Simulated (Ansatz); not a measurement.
# Geometry relaxation, with input and output: Ta$_{16}$HN$_{16}$ (part 1 of 3)

- system: Ta$_{16}$HN$_{16}$ (defect cell, 33 atoms in the cell)
- method: DFT PBEsol, scalar-relativistic, plane waves, PAW, no spin polarisation (Ansatz 0.2.0)

The structure derives from an entry of the Crystallography Open Database. It belongs to a series of runs on one base structure; here: H interstitial, charge +0, atoms relaxed at the host's cell.

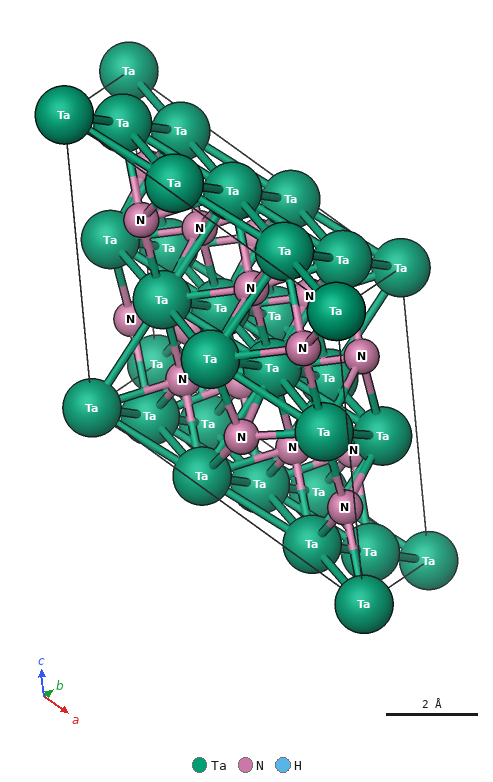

**Figure 1.** The structure as given in the input (ball-and-stick view of the cell of the calculation, seen slightly off an axis). An atom can appear more than once, as a periodic image.

Input
```yaml
crystal:
  lattice:
    - [-7.2236643455, -2.5023507326, 0.0]
    - [-1.4447328691, 7.5070521979, 0.0]
    - [4.3341986073, -2.5023507326, -5.8607958146]
  atoms:
    - { symbol: Ta, position: [0.5, 0.5, 0.0] }
    - { symbol: Ta, position: [0.625, 0.875, 0.0] }
    - { symbol: Ta, position: [0.125, 0.375, 0.0] }
    - { symbol: Ta, position: [0.25, 0.75, 0.0] }
    - { symbol: Ta, position: [0.375, 0.125, 0.0] }
    - { symbol: Ta, position: [0.75, 0.25, 0.0] }
    - { symbol: Ta, position: [0.875, 0.625, 0.0] }
    - { symbol: Ta, position: [0.0, 0.0, 0.0] }
    - { symbol: Ta, position: [0.25, 0.25, 0.5] }
    - { symbol: Ta, position: [0.375, 0.625, 0.5] }
    - { symbol: Ta, position: [0.8757733842, 0.1163086698, 0.4878569247] }
    - { symbol: Ta, position: [0.0, 0.5, 0.5] }
    - { symbol: Ta, position: [0.125, 0.875, 0.5] }
    - { symbol: Ta, position: [0.4860762103, -0.0023363639, 0.4922971098] }
    - { symbol: Ta, position: [0.625, 0.375, 0.5] }
    - { symbol: Ta, position: [0.7442943808, 0.7405752532, 0.4903472898] }
    - { symbol: "N", position: [0.5833333333, 0.3333333333, 0.75] }
    - { symbol: "N", position: [0.7083333333, 0.7083333333, 0.75] }
    - { symbol: "N", position: [0.2083333333, 0.2083333333, 0.75] }
    - { symbol: "N", position: [0.3333333333, 0.5833333333, 0.75] }
    - { symbol: "N", position: [0.4583333333, 0.9583333333, 0.75] }
    - { symbol: "N", position: [0.8333333333, 0.0833333333, 0.75] }
    - { symbol: "N", position: [0.9583333333, 0.4583333333, 0.75] }
    - { symbol: "N", position: [0.0833333333, 0.8333333333, 0.75] }
    - { symbol: "N", position: [0.1666666667, 0.9166666667, 0.25] }
    - { symbol: "N", position: [0.2916666667, 0.2916666667, 0.25] }
    - { symbol: "N", position: [0.7972546221, 0.8067721125, 0.2690501249] }
    - { symbol: "N", position: [0.9166666667, 0.1666666667, 0.25] }
    - { symbol: "N", position: [0.0416666667, 0.5416666667, 0.25] }
    - { symbol: "N", position: [0.4162983195, 0.6777292867, 0.2680038369] }
    - { symbol: "N", position: [0.5672601962, 0.0452965733, 0.2748618628] }
    - { symbol: "N", position: [0.6666666667, 0.4166666667, 0.25] }
    - { symbol: H, position: [0.642380028, 0.904333915, 0.3738315511] }
basis:
  ecutwfc: 420
  xc_grid: 2
kpoints:
  mp_grid: { grid: [5, 5, 5], shift: [0.0, 0.0, 0.0] }
hamiltonian:
  xc: pbesol
scf:
  occupations: { method: gaussian, width: 0.1 }
output:
  forces: true
  stress: false
  eigenvalues: true
  write_density: true
  write_potential: true
  elf: true
  volumetric_format: npy
relax:
  adjacent_minimum: "off"
  f_tol: 0.025
  max_steps: 45
```

Run on 4 threads of Intel Xeon (Granite Rapids), 32 GiB of memory available, shared host.

Run as:
```bash
ansatz run input.yaml --threads 4 --pin off --max-ram 10240MiB --backend cpu --events-out ev --progress --plain --runs-dir out
```

The program's output
```
Engine: ansatz 0.2.0, x86_64-unknown-linux-gnu
Pseudopotentials: kind: paw
Pseudopotential: Ta, paw, valence charge 13, recommended cutoff 420 eV (normal), Ta.paw.azcp
Pseudopotential: N, paw, valence charge 5, recommended cutoff 420 eV (normal), N.paw.azcp
Pseudopotential: H, paw, valence charge 1, recommended cutoff 420 eV (normal), H.paw.azcp
Functional definition: PBEsol
  exchange = pbesol_x
  correlation = pbesol_c
Crystal: 33 atoms, lattice volume = 339.010 Å³
Basis set: ecut = 420 eV, 6613 PW (Γ), exchange–correlation on 108×108×108 points (8 copies of the dense FFT grid, shifted against one another)
Bands: 178, of which v1, the nominal top of the filled ones, is band 145 counted from 1 (144 counted from 0)
Symmetry: 1 space group operations
Space group: P1 (ITA 1), of the structure as read, at distance tolerance 7.0e-5 Å
k-points: 63 of 125 (time reversal used)
Non-local potential: Ta, projectors of the file, l = 0: 3, l = 1: 2, l = 2: 2, l = 3: 1
Non-local potential: N, projectors of the file, l = 0: 2, l = 1: 2, l = 2: 1
Non-local potential: H, projectors of the file, l = 0: 2, l = 1: 1
PAW form: soft (Blöchl's): semilocal exchange-correlation on the pseudo side does not see the compensation charge
PAW frozen core: Ta, regenerated for the run's functional, and the local potential with it (the file was generated under x = pbe(κ = 0.804, μ = 0.2195149727645171), c = pbe(β = 0.06672455060314922))
PAW frozen core: N, regenerated for the run's functional, and the local potential with it (the file was generated under x = pbe(κ = 0.804, μ = 0.2195149727645171), c = pbe(β = 0.06672455060314922))
PAW one-centre angular grid: Ta, 590 points (default); XC on 64 Gauss nodes
PAW one-centre angular grid: N, 110 points (default); XC on 64 Gauss nodes
PAW one-centre angular grid: H, 110 points (default); XC on 64 Gauss nodes
Initial density: superposition of atomic densities (neutral atoms: chi_scale 0, normalization atom), corrected by the library's trained network
Initial wavefunctions: pseudopotential atomic-orbital guess
Functional: x = pbesol(κ = 0.804, μ = 0.12345679012345678), c = pbesol(β = 0.046)
SCF iter   1: F=—  HF=-163008.650057 eV  |F-HF|=—  |Δ(HF+E_count)|=         —  Δρ=1.84e-2  dr2=1.16e0  ethr=1.77e-3  ⟨swp⟩=5.7  Hψ=43148  notcnv=0  defer=180
preconditioner: auto → Kerker (q_TF=auto, 2.657 Å⁻¹)  [metal: Δε(μ)=0.010 eV  Ē_g=9.547 eV  σ=0.100 eV  W_gap=0.06  n_scr=104 (ndim 8)  ℏωp=25.6 eV  f_vac=0.000  D(μ)=6.97/eV (n_scr^D=42)]
SCF iter   2: F=—  HF=-163008.413655 eV  |F-HF|=—  |Δ(HF+E_count)|=   2.36e-1  Δρ=5.30e-3  dr2=1.06e-1  ethr=4.00e-4  ⟨swp⟩=2.0  Hψ=17406  notcnv=0  defer=1117
SCF iter   3: F=—  HF=-163008.394661 eV  |F-HF|=—  |Δ(HF+E_count)|=   1.90e-2  Δρ=2.76e-3  dr2=3.01e-2  ethr=3.67e-5  ⟨swp⟩=1.6  Hψ=10282  notcnv=0  defer=1117
SCF iter   4: F=—  HF=-163008.386259 eV  |F-HF|=—  |Δ(HF+E_count)|=   8.40e-3  Δρ=4.56e-4  dr2=1.10e-3  ethr=1.04e-5  ⟨swp⟩=2.0  Hψ=14373  notcnv=0  defer=1117
SCF iter   5: F=—  HF=-163008.385842 eV  |F-HF|=—  |Δ(HF+E_count)|=   4.17e-4  Δρ=1.87e-4  dr2=1.28e-4  ethr=3.80e-7  ⟨swp⟩=2.0  Hψ=14396  notcnv=0  defer=1159
SCF iter   6: F=—  HF=-163008.385824 eV  |F-HF|=—  |Δ(HF+E_count)|=   1.77e-5  Δρ=8.65e-5  dr2=3.06e-5  ethr=4.43e-8  ⟨swp⟩=2.0  Hψ=15161  notcnv=0  defer=1230
SCF iter   7: F=-163008.385818 eV  HF=-163008.385819 eV  |F-HF|=1.11e-6  |Δ(HF+E_count)|=   4.92e-6  Δρ=1.94e-5  dr2=1.88e-6  ethr=5.41e-9  ⟨swp⟩=18.3  Hψ=106701  notcnv=0
SCF 1 converged in 7 iterations: F = -163008.385818 eV  dr2 = 1.88e-6
  greatest PAW one-centre occupation: 1.000 electrons in one spin orbital (limit 2), on the Ta atom at site 10 (counted from 0), in its partial waves of l = 0
relax step   1: F+E_penalty+E_count = -163008.38581810 eV  Δ(F+E_penalty+E_count) = +0.000e0 eV  max|allowed force component| = 3.875e0 eV/Å  Δτ_max = 0.0000 Å  (7 SCF iters, dr2 threshold 1.56e-5 eV, accepted)
Initial density: handed on by an earlier stage of this run
Initial wavefunctions: those handed on with the density
iter 1 solved again at ethr=4.17e-4 eV; its pass at ethr=3.10e-3 eV (dr2=1.21e0 eV) is discarded
SCF iter   1: F=—  HF=-163009.755978 eV  |F-HF|=—  |Δ(HF+E_count)|=         —  Δρ=1.23e-2  dr2=1.24e0  ethr=4.17e-4  ⟨swp⟩=1.0  Hψ=33880  notcnv=0  defer=1547
preconditioner: auto → Kerker (q_TF=auto, 2.657 Å⁻¹)  [metal: Δε(μ)=0.012 eV  Ē_g=9.633 eV  σ=0.100 eV  W_gap=0.07  n_scr=104 (ndim 8)  ℏωp=25.6 eV  f_vac=0.000  D(μ)=6.46/eV (n_scr^D=42)]
SCF iter   2: F=—  HF=-163009.606584 eV  |F-HF|=—  |Δ(HF+E_count)|=   1.49e-1  Δρ=6.18e-3  dr2=2.85e-1  ethr=4.17e-4  ⟨swp⟩=2.0  Hψ=10483  notcnv=0  defer=1547
SCF iter   3: F=—  HF=-163009.550082 eV  |F-HF|=—  |Δ(HF+E_count)|=   5.65e-2  Δρ=1.79e-3  dr2=3.06e-2  ethr=9.86e-5  ⟨swp⟩=2.0  Hψ=13741  notcnv=0  defer=1547
SCF iter   4: F=—  HF=-163009.543509 eV  |F-HF|=—  |Δ(HF+E_count)|=   6.57e-3  Δρ=6.74e-4  dr2=2.15e-3  ethr=1.06e-5  ⟨swp⟩=2.0  Hψ=15291  notcnv=0  defer=1547
SCF iter   5: F=—  HF=-163009.543042 eV  |F-HF|=—  |Δ(HF+E_count)|=   4.68e-4  Δρ=2.46e-4  dr2=4.15e-4  ethr=7.44e-7  ⟨swp⟩=2.0  Hψ=14759  notcnv=0  defer=1547
SCF iter   6: F=-163009.542938 eV  HF=-163009.542959 eV  |F-HF|=2.11e-5  |Δ(HF+E_count)|=   8.26e-5  Δρ=5.96e-5  dr2=2.87e-5  ethr=3.46e-8  ⟨swp⟩=18.9  Hψ=108817  notcnv=0
SCF 2 converged in 6 iterations: F = -163009.542938 eV  dr2 = 2.87e-5
  greatest PAW one-centre occupation: 1.000 electrons in one spin orbital (limit 2), on the Ta atom at site 13 (counted from 0), in its partial waves of l = 0
relax step   2: F+E_penalty+E_count = -163009.54293799 eV  Δ(F+E_penalty+E_count) = -1.157e0 eV  max|allowed force component| = 1.377e0 eV/Å  Δτ_max = 0.1633 Å  (6 SCF iters, dr2 threshold 1.00e-4 eV, accepted)
SCF iter   1: F=—  HF=-163009.934514 eV  |F-HF|=—  |Δ(HF+E_count)|=         —  Δρ=6.15e-3  dr2=2.17e-1  ethr=1.93e-3  ⟨swp⟩=4.0  Hψ=20058  notcnv=0  defer=1557
preconditioner: auto → Kerker (q_TF=auto, 2.657 Å⁻¹)  [metal: Δε(μ)=0.001 eV  Ē_g=9.612 eV  σ=0.100 eV  W_gap=0.01  n_scr=104 (ndim 8)  ℏωp=25.6 eV  f_vac=0.000  D(μ)=6.17/eV (n_scr^D=34)]
SCF iter   2: F=—  HF=-163009.905262 eV  |F-HF|=—  |Δ(HF+E_count)|=   2.93e-2  Δρ=3.36e-3  dr2=5.21e-2  ethr=7.52e-5  ⟨swp⟩=1.1  Hψ=12924  notcnv=0  defer=1552
SCF iter   3: F=—  HF=-163009.892372 eV  |F-HF|=—  |Δ(HF+E_count)|=   1.29e-2  Δρ=8.58e-4  dr2=5.10e-3  ethr=1.80e-5  ⟨swp⟩=2.0  Hψ=13721  notcnv=0  defer=1552
SCF iter   4: F=—  HF=-163009.891202 eV  |F-HF|=—  |Δ(HF+E_count)|=   1.17e-3  Δρ=2.90e-4  dr2=3.23e-4  ethr=1.77e-6  ⟨swp⟩=2.0  Hψ=14569  notcnv=0  defer=1552
SCF iter   5: F=—  HF=-163009.891139 eV  |F-HF|=—  |Δ(HF+E_count)|=   6.40e-5  Δρ=1.05e-4  dr2=7.70e-5  ethr=3.46e-8  ⟨swp⟩=18.8  Hψ=105862  notcnv=0
SCF iter   6: F=-163009.891119 eV  HF=-163009.891124 eV  |F-HF|=4.99e-6  |Δ(HF+E_count)|=   1.40e-5  Δρ=2.64e-5  dr2=6.50e-6  ethr=2.67e-8  ⟨swp⟩=12.0  Hψ=102453  notcnv=0
SCF 3 converged in 6 iterations: F = -163009.891119 eV  dr2 = 6.50e-6
  greatest PAW one-centre occupation: 1.000 electrons in one spin orbital (limit 2), on the Ta atom at site 2 (counted from 0), in its partial waves of l = 0
relax step   3: F+E_penalty+E_count = -163009.89111949 eV  Δ(F+E_penalty+E_count) = -3.482e-1 eV  max|allowed force component| = 1.824e-1 eV/Å  Δτ_max = 0.1046 Å  (6 SCF iters, dr2 threshold 1.00e-4 eV, accepted)
SCF iter   1: F=—  HF=-163009.900041 eV  |F-HF|=—  |Δ(HF+E_count)|=         —  Δρ=1.39e-3  dr2=1.38e-2  ethr=3.18e-5  ⟨swp⟩=2.0  Hψ=18635  notcnv=0  defer=469
preconditioner: auto → Kerker (q_TF=auto, 2.657 Å⁻¹)  [metal: Δε(μ)=0.000 eV  Ē_g=9.605 eV  σ=0.100 eV  W_gap=0.00  n_scr=104 (ndim 8)  ℏωp=25.6 eV  f_vac=0.000  D(μ)=6.19/eV (n_scr^D=34)]
SCF iter   2: F=—  HF=-163009.898505 eV  |F-HF|=—  |Δ(HF+E_count)|=   1.54e-3  Δρ=7.23e-4  dr2=2.98e-3  ethr=4.76e-6  ⟨swp⟩=1.0  Hψ=12915  notcnv=0  defer=467
SCF iter   3: F=—  HF=-163009.897953 eV  |F-HF|=—  |Δ(HF+E_count)|=   5.53e-4  Δρ=1.87e-4  dr2=2.75e-4  ethr=1.03e-6  ⟨swp⟩=2.0  Hψ=13736  notcnv=0  defer=467
SCF iter   4: F=—  HF=-163009.897667 eV  |F-HF|=—  |Δ(HF+E_count)|=   2.85e-4  Δρ=6.63e-5  dr2=1.97e-5  ethr=9.51e-8  ⟨swp⟩=2.0  Hψ=13785  notcnv=0  defer=467
SCF iter   5: F=—  HF=-163009.897663 eV  |F-HF|=—  |Δ(HF+E_count)|=   4.21e-6  Δρ=2.45e-5  dr2=4.68e-6  ethr=6.82e-9  ⟨swp⟩=2.0  Hψ=14745  notcnv=0  defer=467
SCF iter   6: F=-163009.897662 eV  HF=-163009.897662 eV  |F-HF|=2.21e-7  |Δ(HF+E_count)|=   9.26e-7  Δρ=6.09e-6  dr2=2.92e-7  ethr=7.20e-10  ⟨swp⟩=15.8  Hψ=88287  notcnv=0
SCF 4 converged in 6 iterations: F = -163009.897662 eV  dr2 = 2.92e-7
relax step   4: F+E_penalty+E_count = -163009.89766184 eV  Δ(F+E_penalty+E_count) = -6.542e-3 eV  max|allowed force component| = 3.292e-2 eV/Å  Δτ_max = 0.0349 Å  (6 SCF iters, dr2 threshold 2.08e-6 eV, accepted)
SCF iter   1: F=—  HF=-163009.898210 eV  |F-HF|=—  |Δ(HF+E_count)|=         —  Δρ=2.38e-4  dr2=2.84e-4  ethr=1.31e-6  ⟨swp⟩=2.0  Hψ=17781  notcnv=0
preconditioner: auto → Kerker (q_TF=auto, 2.657 Å⁻¹)  [metal: Δε(μ)=0.015 eV  Ē_g=9.604 eV  σ=0.100 eV  W_gap=0.08  n_scr=104 (ndim 8)  ℏωp=25.6 eV  f_vac=0.000  D(μ)=6.23/eV (n_scr^D=34)]
SCF iter   2: F=—  HF=-163009.898172 eV  |F-HF|=—  |Δ(HF+E_count)|=   3.77e-5  Δρ=1.32e-4  dr2=8.13e-5  ethr=9.84e-8  ⟨swp⟩=1.0  Hψ=12915  notcnv=0
SCF iter   3: F=—  HF=-163009.897921 eV  |F-HF|=—  |Δ(HF+E_count)|=   2.51e-4  Δρ=3.05e-5  dr2=6.03e-6  ethr=2.81e-8  ⟨swp⟩=2.0  Hψ=13740  notcnv=0
SCF iter   4: F=—  HF=-163009.897920 eV  |F-HF|=—  |Δ(HF+E_count)|=   1.43e-6  Δρ=9.54e-6  dr2=3.44e-7  ethr=2.09e-9  ⟨swp⟩=2.0  Hψ=14614  notcnv=0
SCF iter   5: F=-163009.897920 eV  HF=-163009.897920 eV  |F-HF|=2.54e-8  |Δ(HF+E_count)|=   5.97e-8  Δρ=3.59e-6  dr2=4.41e-8  ethr=3.46e-11  ⟨swp⟩=12.9  Hψ=75165  notcnv=0
SCF 5 converged in 5 iterations: F = -163009.897920 eV  dr2 = 4.41e-8
relax step   5: F+E_penalty+E_count = -163009.89791969 eV  Δ(F+E_penalty+E_count) = -2.579e-4 eV  max|allowed force component| = 4.169e-3 eV/Å  Δτ_max = 0.0040 Å  (5 SCF iters, accepted)
```

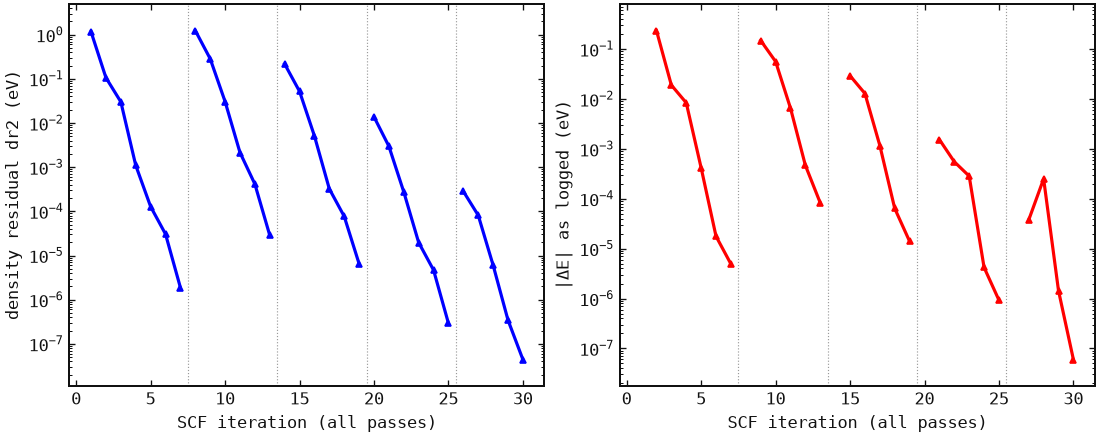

**Figure 2.** Convergence of the self-consistent field: density residual dr2 and size of the energy change against the SCF iteration. The dotted lines part the SCF passes of the relaxation: geometry steps, rejected trials and re-solves on a re-selected basis. The 5 passes take 5 to 7 iterations each, 30 in all.

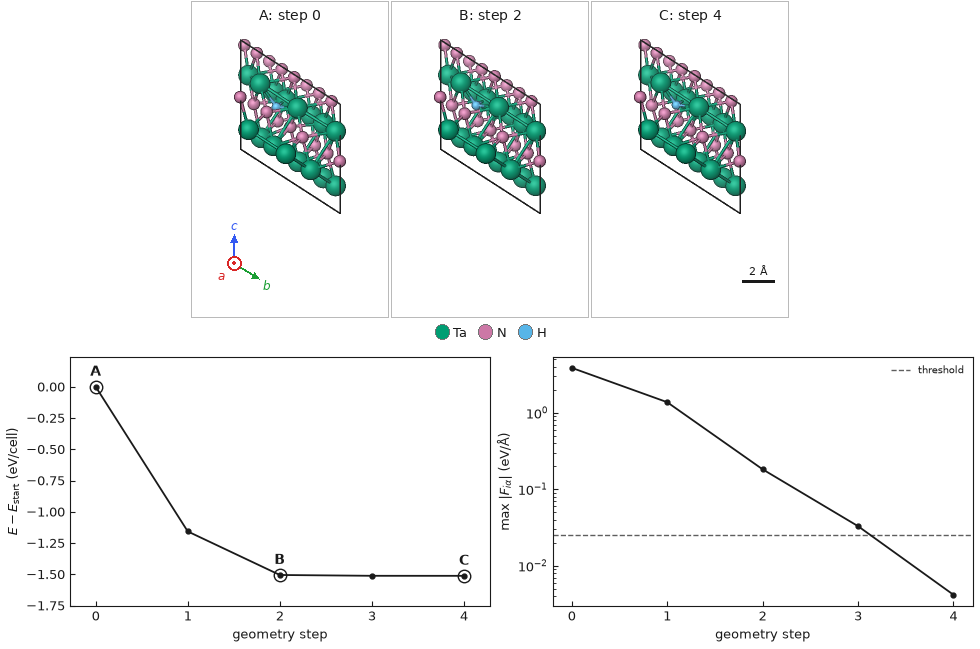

**Figure 3.** Frames of the relaxation (ball-and-stick view of the cell of the calculation (origin shifted), along the a axis) above the curves, on which the letters mark them (the first geometry is step 0 here and step 1 in the log).
